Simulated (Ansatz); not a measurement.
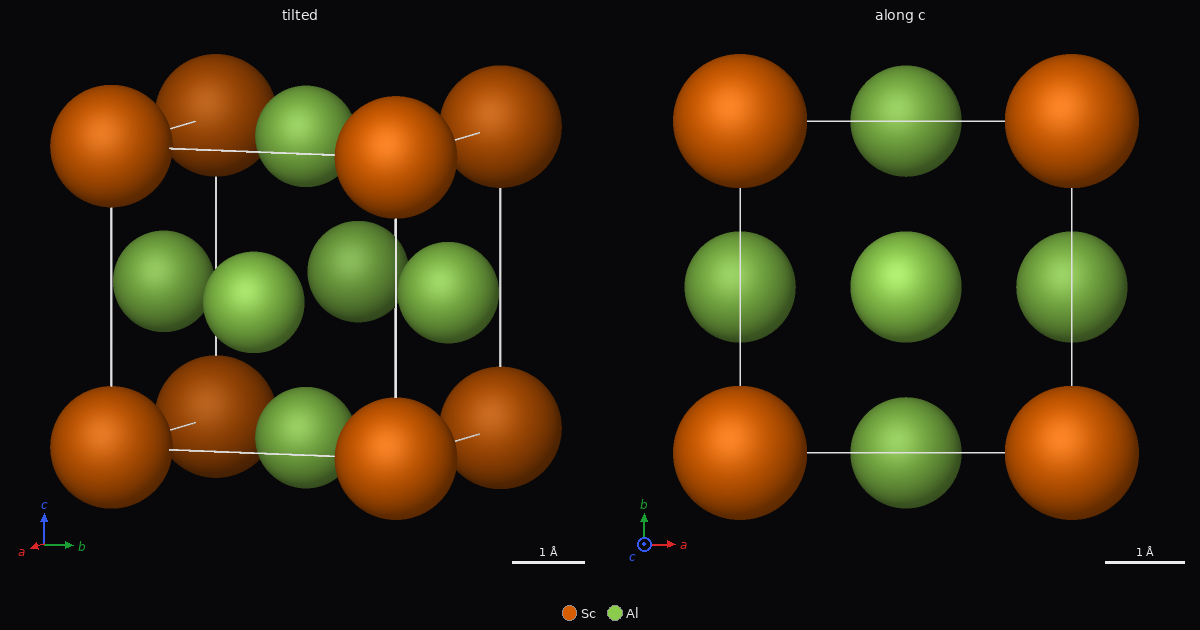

We look at a spheres-only model of the crystal slightly off an axis and along the c axis. The edges of the conventional unit cell are marked.

ScAl$_{3}$, space group Pm-3m (No. 221), a = 4.25 Å, b = 4.25 Å, c = 4.25 Å, α = 90.00°, β = 90.00°, γ = 90.00°.

Calculation details: Ansatz, DFT PBE, scalar-relativistic, plane waves, PAW; plane waves up to 420 eV, a 10×10×10 mesh of k-points, Gaussian smearing of 0.1 eV, no spin polarisation.

**Is the electronic structure metallic or gapped?**

A metal: bands cross the Fermi level.

**State the hydrostatic pressure.**

The computed pressure is -7.2 GPa (stretched: it would shrink).

The structure was taken from a structure listed in the Materials Project. The cell was then strained or its atoms displaced on purpose. It was the input of a calculation with Ansatz.

At this level of theory the cell isn't at rest (stretched, at -7 GPa), so its distances can differ from those at equilibrium, the more so the softer the solid.
